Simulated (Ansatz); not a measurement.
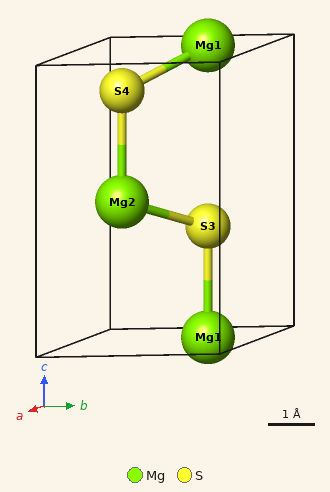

**Figure 1.** The input geometry (ball-and-stick view of the cell of the calculation, seen slightly off an axis; atoms are numbered from 1 in the order of the input).

## Wannier-function calculation of MgS

The run: Wannier-function calculation of MgS (P6₃mc, 4 atoms in the cell). Method and program: DFT, PBE, plane waves, PAW, no spin polarisation (Ansatz 0.2.0).

The structure was built on a prototype by a generator. The geometry comes from this level: r2SCAN. It belongs to a series of runs on one base structure; here: one more shell. Figures and captions count atoms from 1; the log counts them from 0 in places.

Input:
```yaml
crystal:
  lattice:
    - [4.028625632, 0.0, 0.0]
    - [-2.014312816, 3.4888921397, 0.0]
    - [0.0, 0.0, 6.4543927776]
  atoms:
    - { symbol: Mg, position: [0.3333333333, 0.6666666667, -0.0028727191] }
    - { symbol: Mg, position: [0.6666666667, 0.3333333333, 0.4971272809] }
    - { symbol: S, position: [0.3333333333, 0.6666666667, 0.3778727191] }
    - { symbol: S, position: [0.6666666667, 0.3333333333, 0.8778727191] }
kpoints:
  mp_grid: { grid: [6, 6, 4] }
  band_path:
    path:
      - [[0.0, 0.0, 0.0], [0.5, -3.985455483862e-17, 1.734033756286e-35], [0.3333333333333, 0.3333333333333, 3.468067512571e-35], [0.0, 0.0, 0.0], [0.0, -7.348181866542e-53, 0.5], [0.5, -3.985455483862e-17, 0.5], [0.3333333333333, 0.3333333333333, 0.5], [0.0, -7.348181866542e-53, 0.5]]
      - [[0.5, -3.985455483862e-17, 0.5], [0.5, -3.985455483862e-17, 1.734033756286e-35]]
      - [[0.3333333333333, 0.3333333333333, 0.5], [0.3333333333333, 0.3333333333333, 3.468067512571e-35]]
    npoints: 10
hamiltonian:
  xc: pbe
scf:
  occupations: { method: fixed }
  n_extra_bands: 6
output:
  forces: false
  stress: false
  eigenvalues: true
  wannier:
    kmesh: [6, 6, 4]
    projections: [{ species: S, l: s, shell: 3 }, { species: S, l: p, shell: 3 }]
    minimise: true
    write_hr: true
    conv_tol: 1.0e-08
    max_iter: 1000
  write_density: true
  write_potential: true
  elf: true
  volumetric_format: npy
```

File wannier.win:
```
! ansatz wannier90 interface
! projections by site (counted from 0) and shell: 2 3S, 3 3S, 2 3P, 3 3P
! states of the run's bands (counted from 1): 9-16
! their least projectability: 0.9410
num_bands = 8
num_wann  = 8
num_iter  = 2000
conv_tol = 1e-8
conv_window = 5
guiding_centres = true
write_hr = true

begin unit_cell_cart
Ang
        4.028625632029364                      0.0                      0.0
       -2.014312816014682       3.4888921396745696                      0.0
                      0.0                      0.0             6.4543927776
end unit_cell_cart

begin atoms_frac
Mg        0.3333333333333333       0.6666666666666666            -0.0028727191
Mg        0.6666666666666666       0.3333333333333333             0.4971272809
S         0.3333333333333333       0.6666666666666666             0.3778727191
S         0.6666666666666666       0.3333333333333333             0.8778727191
end atoms_frac

mp_grid = 6 6 4
```

Run on 4 threads of Arm Neoverse N1, 60 GiB of memory available, shared host.

Launch command:
```bash
ansatz run input.yaml --threads 4 --pin off --max-ram 3686MiB --backend cpu --events-out ev --progress --plain --runs-dir out
```

Output:
```
scf.n_extra_bands = 6 over 16 filled bands (N_el = 32.0): the run solves 22 bands
Engine: ansatz 0.2.0, aarch64-unknown-linux-gnu
Pseudopotentials: kind: paw
Pseudopotential: Mg, paw, valence charge 10, recommended cutoff 420 eV (normal), Mg.paw.azcp
Pseudopotential: S, paw, valence charge 6, recommended cutoff 420 eV (normal), S.paw.azcp
Functional definition: PBE
  parameter kappa = 0.804
  parameter beta = 0.06672455060314922
  exchange = pbe_x(kappa = kappa, mu = beta*pi^2/3)
  correlation = pbe_c(beta = beta)
Crystal: 4 atoms, lattice volume = 90.719 Å³
Basis set: ecut = 420 eV, 1785 PW (Γ)
Bands: 22, of which v1, the nominal top of the filled ones, is band 16 counted from 1 (15 counted from 0)
Symmetry: 12 space group operations
Space group: P63mc (ITA 186), of the structure as read, at distance tolerance 4.5e-5 Å
k-points: 21 of 144 (time reversal used)
Non-local potential: Mg, projectors of the file, l = 0: 3, l = 1: 2, l = 2: 1
Non-local potential: S, projectors of the file, l = 0: 2, l = 1: 2, l = 2: 2
PAW form: soft (Blöchl's): semilocal exchange-correlation on the pseudo side does not see the compensation charge
PAW one-centre angular grid: Mg, 110 points (default); XC on 64 Gauss nodes
PAW one-centre angular grid: S, 110 points (default); XC on 64 Gauss nodes
Initial density: superposition of atomic densities (neutral atoms: chi_scale 0, normalization atom), corrected by the library's trained network
Initial wavefunctions: pseudopotential atomic-orbital guess
Functional: x = pbe(κ = 0.804, μ = 0.2195149727645171), c = pbe(β = 0.06672455060314922)
SCF iter   1: F=—  HF=-5657.474226 eV  |F-HF|=—  |Δ(HF+E_count)|=         —  Δρ=5.93e-4  dr2=2.03e-4  ethr=1.77e-3  ⟨swp⟩=5.0  Hψ=1942  notcnv=0  defer=78
preconditioner: auto → Resta (q_TF=auto, 2.293 Å⁻¹)  ε∞=3.2  [insulator: Δε(μ)=3.469 eV  Ē_g=10.504 eV  n_scr=22 (ndim 8)  ℏωp=15.6 eV  f_vac=0.036  ε∞_Penn≈3.2]
SCF iter   2: F=—  HF=-5657.470933 eV  |F-HF|=—  |Δ(HF+E_count)|=   3.29e-3  Δρ=3.70e-4  dr2=1.49e-4  ethr=6.34e-7  ⟨swp⟩=3.0  Hψ=1072  notcnv=0  defer=83
SCF iter   3: F=—  HF=-5657.470907 eV  |F-HF|=—  |Δ(HF+E_count)|=   2.55e-5  Δρ=2.29e-4  dr2=5.67e-5  ethr=4.66e-7  ⟨swp⟩=2.0  Hψ=538  notcnv=0  defer=79
SCF iter   4: F=—  HF=-5657.470938 eV  |F-HF|=—  |Δ(HF+E_count)|=   3.09e-5  Δρ=7.44e-5  dr2=4.62e-6  ethr=1.77e-7  ⟨swp⟩=3.0  Hψ=789  notcnv=0  defer=79
SCF iter   5: F=—  HF=-5657.470946 eV  |F-HF|=—  |Δ(HF+E_count)|=   7.70e-6  Δρ=4.35e-5  dr2=1.55e-6  ethr=1.44e-8  ⟨swp⟩=2.2  Hψ=616  notcnv=0  defer=84
SCF iter   6: F=—  HF=-5657.470946 eV  |F-HF|=—  |Δ(HF+E_count)|=   5.53e-7  Δρ=1.27e-5  dr2=1.32e-7  ethr=4.86e-9  ⟨swp⟩=3.0  Hψ=760  notcnv=0  defer=84
SCF iter   7: F=-5657.470946 eV  HF=-5657.470946 eV  |F-HF|=2.08e-9  |Δ(HF+E_count)|=   4.28e-8  Δρ=1.89e-6  dr2=3.83e-9  ethr=3.13e-10  ⟨swp⟩=8.0  Hψ=1939  notcnv=0
SCF 1 converged in 7 iterations: F = -5657.470946 eV  dr2 = 3.83e-9
  greatest PAW one-centre occupation: 1.000 electrons in one spin orbital (limit 2), on the Mg atom at site 1 (counted from 0), in its partial waves of l = 0
```

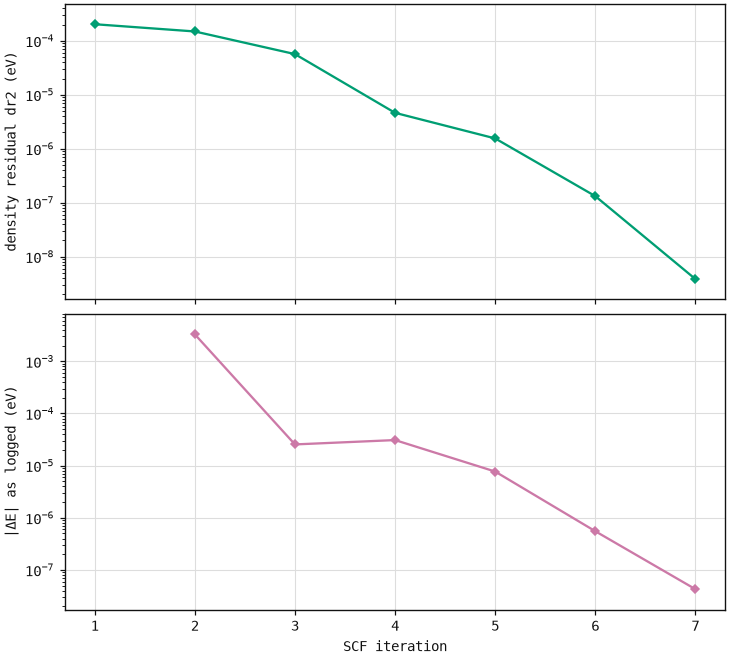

**Figure 2.** Convergence of the self-consistent field: density residual dr2 and size of the energy change against the SCF iteration. The residual falls at every step.

```
NSCF: frozen V_eff on 93 k-points
NSCF: frozen V_eff on 24 k-points
the Wannier pass solved 24 of the 144 points of its mesh, and has the states at the others by symmetry: states obtained by the crystal's operations at points that were solved too leave a residual of 1.68e-13 eV (read by the count's bands and the next), within 6.67e-6 eV
SCF converged after 7 iterations
Free energy (F): -5657.470946 eV
Harris-Foulkes:  -5657.470946 eV  (|F-HF|=2.08e-9)
Internal energy: -5657.470946 eV  (E = F + TS)
E sigma→0 (E₀):  -5657.470946 eV
Fermi energy:    3.228956 eV
--- Per-component energies (eV) ---
  E_band       = -739.885717
  E_kinetic    = 368.310979
  E_local      = -3773.110745  (includes V_loc(G=0)·N_el)
  E_nonlocal   = 247.177188
  E_hartree    = 1367.930126
  E_xc         = -254.254217
  E_vxc        = -252.280846  (∫ρ·V_xc dr)
  E_paw        = -1785.522021  (= ΣΔE_a)
  E_vpaw       = -65.842197  (= ΣTr[D̂ρ^β])
  E_aug_tail   = -0.000003  (compensation charges beyond the density's cutoff)
  E_ewald      = -1828.002252
  E_smearing   = -0.000000  (= −TS)
  E_closure    = -0.000000  (closes the sum)
  Σ components = -5657.470946   (vs F -5657.470946, Δ=0.00e0)
--- Band table (eV; the first three rows and the last of 21) ---
  k-point 0: bands = ["-70.6446", "-70.6445", "-37.4037", "-37.4010", "-37.3985", "-37.3985", "-37.3980", "-37.3980", "-8.1442", "-7.4190", "0.0348", "2.7085", "2.7085", "3.1168", "3.1168", "3.2290", "6.7019", "7.9693", "10.7527", "10.7527", "11.4120", "11.7534"]
  k-point 1: bands = ["-70.6446", "-70.6446", "-37.4033", "-37.4014", "-37.3984", "-37.3984", "-37.3981", "-37.3981", "-8.0513", "-7.5413", "0.3918", "2.5282", "2.7650", "2.7650", "3.0535", "3.0535", "7.3847", "8.1097", "10.7128", "10.7128", "11.0243", "11.3878"]
  k-point 2: bands = ["-70.6446", "-70.6446", "-37.4023", "-37.4023", "-37.3983", "-37.3983", "-37.3983", "-37.3983", "-7.8106", "-7.8106", "1.3328", "1.3328", "2.9058", "2.9058", "2.9058", "2.9058", "8.1806", "8.1806", "10.8435", "10.8435", "10.8925", "10.8925"]
  k-point 20: bands = ["-70.6445", "-70.6445", "-37.4024", "-37.4024", "-37.3995", "-37.3995", "-37.3994", "-37.3994", "-7.2888", "-7.2888", "0.4745", "0.4745", "1.2804", "1.2804", "2.7193", "2.7193", "9.0342", "9.0342", "9.6313", "9.6313", "11.6332", "11.6332"]
Wannier search: line search 1 of at most 1000: gauge-dependent spread (as the search counts it) 4.0748717 Å², largest recent change 1.5e-1 Å² and fall left 2.8e-3 Å² against conv_tol 1.0e-8 Å², 0 stops escaped
```

File rho_z.tsv:
```
# z_ang	rho[e/angstrom^3]
# format = ansatz-planar-average/11
# lattice	4.028625632	0.000000000	0.000000000
# lattice	-2.014312816	3.488892140	0.000000000
# lattice	0.000000000	0.000000000	6.454392778
# sites	4
# site	12	0.000000000	2.325928093	-0.018541657
# site	12	2.014312816	1.162964047	3.208654731
# site	16	0.000000000	2.325928093	2.438938949
# site	16	2.014312816	1.162964047	5.666135338
0.000000	1.084127e0
0.143431	8.740357e-1
0.286862	5.316254e-1
0.430293	2.510858e-1
0.573724	1.118295e-1
0.717155	6.779200e-2
0.860586	5.788945e-2
1.004017	5.954803e-2
1.147448	6.892982e-2
1.290879	8.552763e-2
1.434310	1.103995e-1
1.577740	1.444520e-1
1.721171	1.860712e-1
1.864602	2.289328e-1
2.008033	2.641669e-1
2.151464	2.867116e-1
2.294895	3.006230e-1
2.438326	3.158789e-1
2.581757	3.492621e-1
2.725188	4.449147e-1
2.868619	6.512693e-1
3.012050	9.229137e-1
3.155481	1.091407e0
3.298912	1.007720e0
3.442343	7.061557e-1
3.585774	3.748003e-1
3.729205	1.649435e-1
3.872636	8.255963e-2
4.016067	6.078042e-2
4.159498	5.764747e-2
4.302929	6.335332e-2
4.446359	7.627991e-2
4.589790	9.684696e-2
4.733221	1.262837e-1
4.876652	1.645971e-1
5.020083	2.079046e-1
5.163514	2.479951e-1
5.306945	2.770012e-1
5.450376	2.941666e-1
5.593807	3.073892e-1
5.737238	3.283869e-1
5.880669	3.854021e-1
6.024100	5.337186e-1
6.167531	7.875081e-1
6.310962	1.032299e0
```

File v_z.tsv:
```
# z_ang	v_es[eV]	v_tot[eV]
# format = ansatz-planar-average/11
# xc	pbe
# density_cutoff_ev	1680
# datasets	Mg=:simpson_from_first_knot:soft	S=:simpson_from_first_knot:soft
# lattice	4.028625632	0.000000000	0.000000000
# lattice	-2.014312816	3.488892140	0.000000000
# lattice	0.000000000	0.000000000	6.454392778
# sites	4
# site	12	0.000000000	2.325928093	-0.018541657
# site	12	2.014312816	1.162964047	3.208654731
# site	16	0.000000000	2.325928093	2.438938949
# site	16	2.014312816	1.162964047	5.666135338
0.000000	-2.740177e0	-1.234173e1
0.143431	-1.337132e0	-1.028115e1
0.286862	4.426647e-1	-7.721343e0
0.430293	2.391702e0	-4.941565e0
0.573724	4.131670e0	-2.414111e0
0.717155	5.430937e0	-5.665525e-1
0.860586	6.328793e0	5.071396e-1
1.004017	6.983455e0	1.159125e0
1.147448	7.432208e0	1.412027e0
1.290879	7.620971e0	1.251847e0
1.434310	7.489253e0	7.037092e-1
1.577740	6.910778e0	-4.051854e-1
1.721171	5.712248e0	-2.192639e0
1.864602	4.034265e0	-4.446297e0
2.008033	2.354908e0	-6.668414e0
2.151464	1.021266e0	-8.545873e0
2.294895	2.209745e-2	-1.003305e1
2.438326	-8.329036e-1	-1.124169e1
2.581757	-1.775167e0	-1.237940e1
2.725188	-2.848126e0	-1.349093e1
2.868619	-3.708737e0	-1.421864e1
3.012050	-3.887662e0	-1.415282e1
3.155481	-3.276000e0	-1.315019e1
3.298912	-2.089653e0	-1.137854e1
3.442343	-4.880593e-1	-9.055503e0
3.585774	1.419539e0	-6.328500e0
3.729205	3.308491e0	-3.618895e0
3.872636	4.840034e0	-1.383397e0
4.016067	5.919151e0	4.522728e-2
4.159498	6.680517e0	8.740142e-1
4.302929	7.236268e0	1.342925e0
4.446359	7.562947e0	1.376616e0
4.589790	7.599788e0	1.034824e0
4.733221	7.269125e0	2.312229e-1
4.876652	6.391459e0	-1.216728e0
5.020083	4.906600e0	-3.291226e0
5.163514	3.164320e0	-5.588990e0
5.306945	1.638740e0	-7.657344e0
5.450376	4.896016e-1	-9.334628e0
5.593807	-4.082549e-1	-1.065984e1
5.737238	-1.282281e0	-1.180796e1
5.880669	-2.307857e0	-1.295261e1
6.024100	-3.338109e0	-1.393359e1
6.167531	-3.901741e0	-1.430063e1
6.310962	-3.670045e0	-1.376535e1
```

File wannier.spreads.toml:
```
omega_i_ang2 = 9.288118409455137
omega_d_ang2 = 0.0009521914427133821
omega_od_ang2 = 1.615935450850369
omega_total_ang2 = 10.90500605174822
least_projectability = 0.9409816891293896
b_vectors_match_mmn = true
n_iter = 31
converged = true
rejected_fitted_steps = 0

[[wannier]]
r = [-0.47658668613810296, 2.050770640267227, 2.630780663634889]
spread = 1.357390324383017

[[wannier]]
r = [2.490899502851002, 1.438121497860961, 5.857977052309985]
spread = 1.357390324739285

[[wannier]]
r = [1.5377261302535512, 1.438121498540427, 5.857977054086585]
spread = 1.357390324924367

[[wannier]]
r = [2.014312815957493, 0.6126491433655886, 5.857977053207902]
spread = 1.357390324978624

[[wannier]]
r = [-0.0000000016155352692475777, 2.8762429962159572, 2.6307806643907035]
spread = 1.3573903252338209

[[wannier]]
r = [0.47658668655678443, 2.05077064281996, 2.630780665220555]
spread = 1.357390325493128

[[wannier]]
r = [2.0143128149919636, 1.1629640465557058, 5.085943100202706]
spread = 1.3803320509272474

[[wannier]]
r = [0.000000001132808424308116, 2.325928093245002, 1.8587467114288563]
spread = 1.3803320510683648

[[curvature_check]]
after_line_search = 15
omega_tilde_before_ang2 = 2.125202822723808
krylov_steps = 40
lowest_ritz_value_ang2 = -1.1011944329230094
residual_ang2 = 1.771590227080018e-17
settled = true
first_negative_step = 3
curvature_along_ang2 = -1.1011218766794584
angle_rad = 0.6223353699590397
omega_tilde_after_ang2 = 1.9381175015608156
outcome = "escaped"

[[curvature_check]]
after_line_search = 31
omega_tilde_before_ang2 = 1.6168876422930822
krylov_steps = 29
lowest_ritz_value_ang2 = 0.5637114351960715
residual_ang2 = 5.316188405935243e-9
settled = true
outcome = "no-negative-curvature"
```

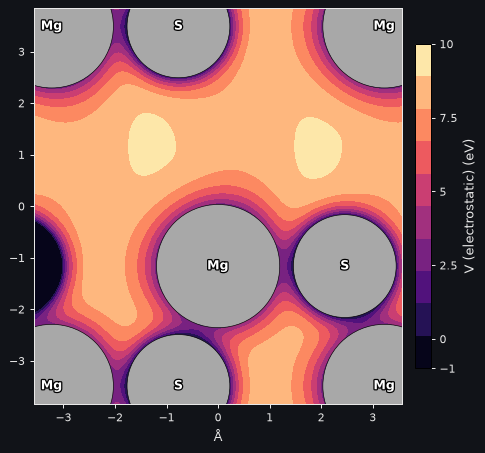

**Figure 3.** Electrostatic potential energy of an electron on the (110) plane of the conventional cell. Grey discs, where drawn, cover atomic cores. The section cuts through Mg and S sites. Outside the cores the potential energy rises away from the atoms and is highest about 2.4 Å from the nearest atoms; outside the discs it spans about 9 eV, and its zero is arbitrary. In a PAW calculation such maps are meaningful between the atoms, not at the nuclei.

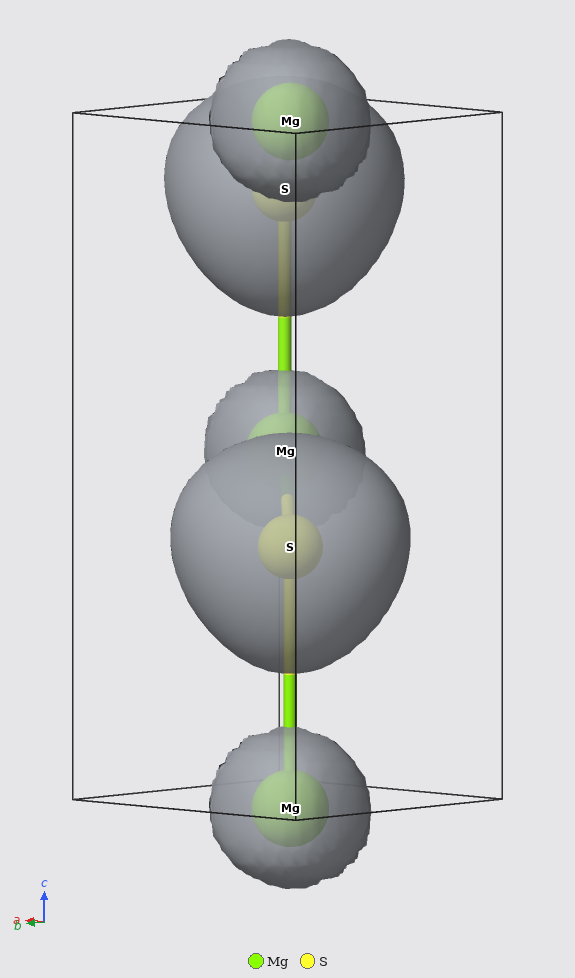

**Figure 4.** Isosurface of the valence charge density (pseudo) at 0.4 e/Å³ (grey), seen at an oblique angle. Sticks mark near contacts. The outline is the cell set on symmetry axes. At this value the density breaks into separate islands; it holds about 75 % of the electrons treated as valence (semicore included). It is pinched off along the Mg–S (2.45 Å) contacts. On the grid the lowest density along these lines, outside the cores, is 0.26 e/Å³ (Mg–S, 2.45 Å).

Summary:

| quantity | value |
| --- | --- |
| outcome | converged |
| space group (tolerance 0.01 Å) | P6₃mc (186) |
| electrons treated | 32 |
| free energy | −5657.4709 eV |
| total spread of the Wannier functions | 10.905 Å² |
| Fermi energy | 3.229 eV |
| gap on the k-point mesh | 3.47 eV |
| wall time | 7.3 s (CPU time 26 s) |
| peak memory | 0.43 GiB |

Notes:

Settings chosen away from the usual ones: one more shell.
